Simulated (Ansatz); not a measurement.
Geometry relaxation of NiSi₂ (part 1 of 2)

System: NiSi₂ (R-3m, 3 atoms in the cell).
Method: DFT r2SCAN, scalar-relativistic, plane waves, PAW, no spin polarisation (Ansatz 0.2.0).

The structure derives from a Materials Project entry. It belongs to a series of runs on one base structure; here: film's bulk on the substrate's plane, third vector and atoms relaxed.

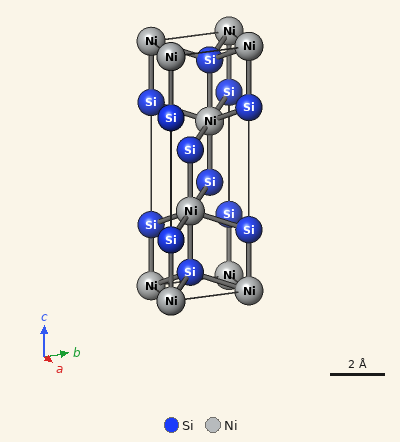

**Figure 1.** The input geometry (ball-and-stick view of the cell 3 times as large as that of the calculation, set on its symmetry axes, seen slightly off an axis).

## Summary

| quantity | value |
| --- | --- |
| outcome | converged |
| space group (tolerance 0.01 Å) | R-3m (166) |
| electrons treated | 26 |
| free energy | −7124.4691 eV |
| Fermi energy | 13.274 eV |
| gap on the k-point mesh | none (metallic) |
| pressure | −2.06 GPa |
| final volume | 39.62 Å³ |
| largest force (length of the vector) at the end | 0.003 eV/Å |
| final cell | a = 3.849 Å, b = 3.849 Å, c = 3.804 Å, α = 59.62°, β = 120.38°, γ = 120.00° |
| hardware | 8 threads of Intel Xeon @ 2.10GHz (Emerald Rapids), 189 GiB of memory available, shared host |
| wall time | 20 s (CPU time 2 min) |
| peak memory | 0.71 GiB |

## Remarks

The program warns: the k-point mesh lowers the symmetry that the run can use. The run has no spin polarisation, so a magnetic state may lie lower.

## The input
```yaml
crystal:
  lattice:
    - [3.8492788677, 0.0, 0.0]
    - [-1.9246394338, 3.3335732856, 0.0]
    - [-1.9246394338, 1.1111910952, 3.070485831]
  atoms:
    - { symbol: Si, position: [0.25, 0.75, 0.75] }
    - { symbol: Si, position: [0.75, 0.25, 0.25] }
    - { symbol: Ni, position: [0.0, 0.0, 0.0] }
basis:
  ecutwfc: 500
kpoints:
  mp_grid: { grid: [9, 9, 11] }
hamiltonian:
  xc: r2scan
scf:
  occupations: { method: gaussian, width: 0.1 }
output:
  forces: true
  stress: true
  eigenvalues: true
relax:
  adjacent_minimum: "off"
  f_tol: 0.01
  max_steps: 50
  cell: { fix: [a, b, gamma], stress_tol: 0.1 }
```

Launched with:
```bash
ansatz run input.yaml --threads 8 --pin off --max-ram 20480MiB --backend cpu --events-out ev --progress --plain --runs-dir out
```

## The program's output
```
Warning: crystal.symmetry: narrowed to the stabiliser of the k-point mesh — unitary ops 12 → 4; excluded 8 operations that carry a point of the 9×9×11 mesh (shift [0, 0, 0]) off the mesh (the run samples exactly the mesh kpoints.mp_grid names, as under crystal.symmetry.detect: false, and its converged state has the mesh's symmetry, not the crystal's; ε∞, the Born charges and the force constants of a linear response (`dielectric:` by the response, `phonons.method: dfpt`) are averaged over those of the crystal's operations that the state keeps within a tolerance, where `mesh_tensors`, `unaveraged_element` or `gamma_mean_max_change_ev_ang2` stands beside them; a row that `dielectric.field_direction` solves alone is averaged likewise, with nothing beside; a Γ-centred mesh of equal divisions is mapped onto itself by every operation and keeps the whole group, as does a half-shifted one under kpoints.further_shifts: images)
Engine: ansatz 0.2.0, x86_64-unknown-linux-gnu
Pseudopotentials: kind: paw
Pseudopotential: Si, paw, valence charge 4, recommended cutoff 500 eV (meta_gga), Si.paw.azcp
Pseudopotential: Ni, paw, valence charge 18, recommended cutoff 500 eV (meta_gga), Ni.paw.azcp
Functional definition: r2SCAN
  parameter k0 = 0.174
  parameter k1 = 0.065
  parameter a1 = 4.9479
  exchange = r2scan_x(k0 = k0, k1 = k1, a1 = a1)
  correlation = r2scan_c
Crystal: 3 atoms, lattice volume = 39.400 Å³
Basis set: ecut = 500 eV, 959 PW (Γ), exchange–correlation on 120×120×120 points (64 copies of the dense FFT grid, shifted against one another)
Bands: 17, of which v1, the nominal top of the filled ones, is band 13 counted from 1 (12 counted from 0)
Symmetry: 4 space group operations
k-points: 250 of 891
Non-local potential: Si, projectors of the file, l = 0: 2, l = 1: 2, l = 2: 2
Non-local potential: Ni, projectors of the file, l = 0: 3, l = 1: 2, l = 2: 3, l = 3: 1
PAW form: soft (Blöchl's): semilocal exchange-correlation on the pseudo side does not see the compensation charge
PAW frozen core: Si, regenerated for the run's functional (the file was generated under x = pbe(κ = 0.804, μ = 0.2195149727645171), c = pbe(β = 0.06672455060314922))
PAW frozen core: Ni, regenerated for the run's functional (the file was generated under x = pbe(κ = 0.804, μ = 0.2195149727645171), c = pbe(β = 0.06672455060314922))
PAW one-centre angular grid: Si, 302 points (default); XC on 160 Gauss nodes
PAW one-centre angular grid: Ni, 590 points (default); XC on 160 Gauss nodes
Initial density: superposition of atomic densities (neutral atoms: chi_scale 0, normalization atom), corrected by the library's trained network
Initial wavefunctions: pseudopotential atomic-orbital guess
Functional: x = r2scan, c = r2scan; τ floored in thin density (d = 2e-4 eV/Å³)
SCF iter   1: F=—  HF=-7124.396250 eV  |F-HF|=—  |Δ(HF+E_count)|=         —  Δρ=1.53e-2  dr2=9.62e-2  dr2_τ=6.95e-2  ethr=1.77e-3  ⟨swp⟩=5.2  Hψ=22208  notcnv=0
preconditioner: auto → Kerker (q_TF=auto, 2.546 Å⁻¹)  [metal: Δε(μ)=0.004 eV  Ē_g=8.862 eV  σ=0.100 eV  W_gap=0.02  n_scr=14 (ndim 8)  ℏωp=25.1 eV  f_vac=0.000  D(μ)=0.99/eV (n_scr^D=8)]
SCF iter   2: F=—  HF=-7124.475237 eV  |F-HF|=—  |Δ(HF+E_count)|=   7.90e-2  Δρ=1.81e-2  dr2=6.91e-2  dr2_τ=5.26e-4  ethr=3.70e-4  ⟨swp⟩=2.2  Hψ=9613  notcnv=0  defer=11
SCF iter   3: F=—  HF=-7124.466165 eV  |F-HF|=—  |Δ(HF+E_count)|=   9.07e-3  Δρ=5.13e-3  dr2=1.27e-2  dr2_τ=2.67e-5  ethr=2.66e-4  ⟨swp⟩=2.0  Hψ=6519  notcnv=0  defer=11
SCF iter   4: F=—  HF=-7124.464605 eV  |F-HF|=—  |Δ(HF+E_count)|=   1.56e-3  Δρ=2.56e-3  dr2=1.52e-3  dr2_τ=9.35e-6  ethr=4.87e-5  ⟨swp⟩=1.7  Hψ=5563  notcnv=0  defer=11
SCF iter   5: F=—  HF=-7124.464586 eV  |F-HF|=—  |Δ(HF+E_count)|=   1.91e-5  Δρ=1.39e-3  dr2=5.01e-4  dr2_τ=8.73e-6  ethr=5.86e-6  ⟨swp⟩=1.9  Hψ=6371  notcnv=0  defer=11
SCF iter   6: F=—  HF=-7124.464553 eV  |F-HF|=—  |Δ(HF+E_count)|=   3.23e-5  Δρ=5.09e-4  dr2=6.17e-5  dr2_τ=1.97e-7  ethr=1.93e-6  ⟨swp⟩=2.5  Hψ=5944  notcnv=0  defer=11
SCF iter   7: F=—  HF=-7124.464552 eV  |F-HF|=—  |Δ(HF+E_count)|=   1.82e-6  Δρ=1.45e-4  dr2=5.59e-6  dr2_τ=4.40e-8  ethr=2.37e-7  ⟨swp⟩=1.0  Hψ=4305  notcnv=0  defer=11
SCF iter   8: F=—  HF=-7124.464552 eV  |F-HF|=—  |Δ(HF+E_count)|=   3.07e-7  Δρ=2.88e-5  dr2=3.80e-7  dr2_τ=4.29e-9  ethr=2.15e-8  ⟨swp⟩=2.7  Hψ=7718  notcnv=0  defer=11
SCF iter   9: F=-7124.464552 eV  HF=-7124.464552 eV  |F-HF|=5.69e-9  |Δ(HF+E_count)|=   7.39e-9  Δρ=1.04e-5  dr2=2.21e-8  dr2_τ=1.48e-10  ethr=3.85e-10  ⟨swp⟩=5.1  Hψ=16452  notcnv=0
SCF 1 converged in 9 iterations: F = -7124.464552 eV  dr2 = 2.21e-8
  greatest PAW one-centre occupation: 1.000 electrons in one spin orbital (limit 2), on the Ni atom at site 2 (counted from 0), in its partial waves of l = 1
relax step   1: F+E_penalty+E_count = -7124.46455188 eV  Δ(F+E_penalty+E_count) = +0.000e0 eV  max|allowed force component| = 2.048e-1 eV/Å  Δτ_max = 0.0000 Å  P = -1.129 GPa  Ω = 39.400 Å³  fix = [a, b, gamma]  reactions: a -3.156, b -3.156 GPa; gamma +1.705 GPa/rad  (9 SCF iters, dr2 threshold 1.00e-7 eV, accepted)
Crystal: 3 atoms, lattice volume = 39.515 Å³
Initial density: handed on by an earlier stage of this run
Initial wavefunctions: those handed on with the density
iter 1 solved again at ethr=7.02e-7 eV; its pass at ethr=3.10e-3 eV (dr2=1.83e-4 eV) is discarded
SCF iter   1: F=—  HF=-7124.467399 eV  |F-HF|=—  |Δ(HF+E_count)|=         —  Δρ=7.41e-4  dr2=1.85e-4  dr2_τ=1.88e-4  ethr=7.02e-7  ⟨swp⟩=2.0  Hψ=24398  notcnv=0
preconditioner: auto → Kerker (q_TF=auto, 2.544 Å⁻¹)  [metal: Δε(μ)=0.005 eV  Ē_g=8.753 eV  σ=0.100 eV  W_gap=0.03  n_scr=14 (ndim 8)  ℏωp=25.1 eV  f_vac=0.002  D(μ)=0.98/eV (n_scr^D=8)]
SCF iter   2: F=—  HF=-7124.467574 eV  |F-HF|=—  |Δ(HF+E_count)|=   1.75e-4  Δρ=6.12e-4  dr2=1.36e-4  dr2_τ=7.71e-7  ethr=7.02e-7  ⟨swp⟩=2.0  Hψ=7161  notcnv=0
SCF iter   3: F=—  HF=-7124.467569 eV  |F-HF|=—  |Δ(HF+E_count)|=   4.92e-6  Δρ=6.84e-4  dr2=1.22e-4  dr2_τ=5.95e-7  ethr=5.23e-7  ⟨swp⟩=2.1  Hψ=5896  notcnv=0
SCF iter   4: F=—  HF=-7124.467551 eV  |F-HF|=—  |Δ(HF+E_count)|=   1.74e-5  Δρ=6.83e-5  dr2=2.44e-6  dr2_τ=6.09e-8  ethr=4.71e-7  ⟨swp⟩=2.5  Hψ=5966  notcnv=0
SCF iter   5: F=—  HF=-7124.467551 eV  |F-HF|=—  |Δ(HF+E_count)|=   1.15e-7  Δρ=4.04e-5  dr2=5.97e-7  dr2_τ=5.18e-9  ethr=9.40e-9  ⟨swp⟩=2.2  Hψ=6896  notcnv=0
SCF iter   6: F=-7124.467551 eV  HF=-7124.467551 eV  |F-HF|=8.49e-8  |Δ(HF+E_count)|=   3.51e-8  Δρ=2.27e-5  dr2=1.58e-7  dr2_τ=6.74e-10  ethr=1.15e-9  ⟨swp⟩=5.9  Hψ=19791  notcnv=0
SCF 2 converged in 6 iterations: F = -7124.467551 eV  dr2 = 1.58e-7
relax step   2: F+E_penalty+E_count = -7124.46755117 eV  Δ(F+E_penalty+E_count) = -2.999e-3 eV  max|allowed force component| = 1.231e-1 eV/Å  Δτ_max = 0.0044 Å  P = -1.627 GPa  Ω = 39.515 Å³  energy of the carried Pulay correction = -4.422e-5 eV  fix = [a, b, gamma]  reactions: a -3.195, b -3.195 GPa; gamma +1.707 GPa/rad  (6 SCF iters, dr2 threshold 3.00e-7 eV, accepted)
Crystal: 3 atoms, lattice volume = 39.594 Å³
iter 1 solved again at ethr=1.59e-6 eV; its pass at ethr=3.10e-3 eV (dr2=4.13e-4 eV) is discarded
SCF iter   1: F=—  HF=-7124.468713 eV  |F-HF|=—  |Δ(HF+E_count)|=         —  Δρ=1.14e-3  dr2=4.25e-4  dr2_τ=1.72e-4  ethr=1.59e-6  ⟨swp⟩=2.2  Hψ=24865  notcnv=0
preconditioner: auto → Kerker (q_TF=auto, 2.544 Å⁻¹)  [metal: Δε(μ)=0.019 eV  Ē_g=8.737 eV  σ=0.100 eV  W_gap=0.11  n_scr=14 (ndim 8)  ℏωp=25.0 eV  f_vac=0.002  D(μ)=0.99/eV (n_scr^D=8)]
SCF iter   2: F=—  HF=-7124.468935 eV  |F-HF|=—  |Δ(HF+E_count)|=   2.22e-4  Δρ=7.52e-4  dr2=2.12e-4  dr2_τ=1.90e-6  ethr=1.59e-6  ⟨swp⟩=2.2  Hψ=6521  notcnv=0
SCF iter   3: F=—  HF=-7124.468972 eV  |F-HF|=—  |Δ(HF+E_count)|=   3.71e-5  Δρ=1.45e-3  dr2=5.31e-4  dr2_τ=1.95e-6  ethr=8.17e-7  ⟨swp⟩=2.5  Hψ=6969  notcnv=0  recentre
SCF iter   4: F=—  HF=-7124.468908 eV  |F-HF|=—  |Δ(HF+E_count)|=   6.40e-5  Δρ=1.87e-4  dr2=1.51e-5  dr2_τ=1.09e-7  ethr=8.17e-7  ⟨swp⟩=2.1  Hψ=5871  notcnv=0
SCF iter   5: F=-7124.468908 eV  HF=-7124.468908 eV  |F-HF|=3.25e-8  |Δ(HF+E_count)|=   3.29e-7  Δρ=2.87e-5  dr2=2.71e-7  dr2_τ=3.91e-9  ethr=1.15e-9  ⟨swp⟩=5.1  Hψ=25011  notcnv=0
SCF 3 converged in 5 iterations: F = -7124.468908 eV  dr2 = 2.71e-7
relax step   3: F+E_penalty+E_count = -7124.46890811 eV  Δ(F+E_penalty+E_count) = -1.357e-3 eV  max|allowed force component| = 3.732e-2 eV/Å  Δτ_max = 0.0125 Å  P = -1.983 GPa  Ω = 39.594 Å³  energy of the carried Pulay correction = -7.449e-5 eV  fix = [a, b, gamma]  reactions: a -2.932, b -2.932 GPa; gamma +1.507 GPa/rad  (5 SCF iters, dr2 threshold 3.00e-7 eV, accepted)
Crystal: 3 atoms, lattice volume = 39.618 Å³
iter 1 solved again at ethr=9.49e-8 eV; its pass at ethr=3.10e-3 eV (dr2=2.47e-5 eV) is discarded
SCF iter   1: F=—  HF=-7124.469010 eV  |F-HF|=—  |Δ(HF+E_count)|=         —  Δρ=3.48e-4  dr2=2.48e-5  dr2_τ=1.21e-5  ethr=9.49e-8  ⟨swp⟩=2.1  Hψ=24051  notcnv=0
preconditioner: auto → Kerker (q_TF=auto, 2.543 Å⁻¹)  [metal: Δε(μ)=0.007 eV  Ē_g=8.733 eV  σ=0.100 eV  W_gap=0.04  n_scr=14 (ndim 8)  ℏωp=25.0 eV  f_vac=0.002  D(μ)=0.97/eV (n_scr^D=8)]
SCF iter   2: F=—  HF=-7124.469040 eV  |F-HF|=—  |Δ(HF+E_count)|=   3.04e-5  Δρ=2.39e-4  dr2=1.46e-5  dr2_τ=1.67e-7  ethr=9.49e-8  ⟨swp⟩=2.1  Hψ=6446  notcnv=0
SCF iter   3: F=—  HF=-7124.469043 eV  |F-HF|=—  |Δ(HF+E_count)|=   3.14e-6  Δρ=3.08e-4  dr2=2.39e-5  dr2_τ=1.08e-7  ethr=5.63e-8  ⟨swp⟩=2.2  Hψ=6357  notcnv=0
SCF iter   4: F=—  HF=-7124.469041 eV  |F-HF|=—  |Δ(HF+E_count)|=   2.05e-6  Δρ=3.43e-5  dr2=2.60e-7  dr2_τ=5.58e-9  ethr=5.63e-8  ⟨swp⟩=2.2  Hψ=6023  notcnv=0
SCF iter   5: F=-7124.469041 eV  HF=-7124.469041 eV  |F-HF|=6.59e-9  |Δ(HF+E_count)|=   5.30e-9  Δρ=1.02e-5  dr2=4.23e-8  dr2_τ=6.35e-10  ethr=3.35e-10  ⟨swp⟩=6.0  Hψ=20866  notcnv=0
SCF 4 converged in 5 iterations: F = -7124.469041 eV  dr2 = 4.23e-8
relax step   4: F+E_penalty+E_count = -7124.46904119 eV  Δ(F+E_penalty+E_count) = -1.331e-4 eV  max|allowed force component| = 2.884e-3 eV/Å  Δτ_max = 0.0042 Å  P = -2.062 GPa  Ω = 39.618 Å³  energy of the carried Pulay correction = -8.352e-5 eV  fix = [a, b, gamma]  reactions: a -3.086, b -3.086 GPa; gamma +1.618 GPa/rad  (5 SCF iters, dr2 threshold 8.70e-8 eV, accepted)
Initial wavefunctions: pseudopotential atomic-orbital guess (no wavefunctions were taken with the density)
iter 1 solved again at ethr=5.19e-7 eV; its pass at ethr=3.10e-3 eV (dr2=1.35e-4 eV) is discarded
```
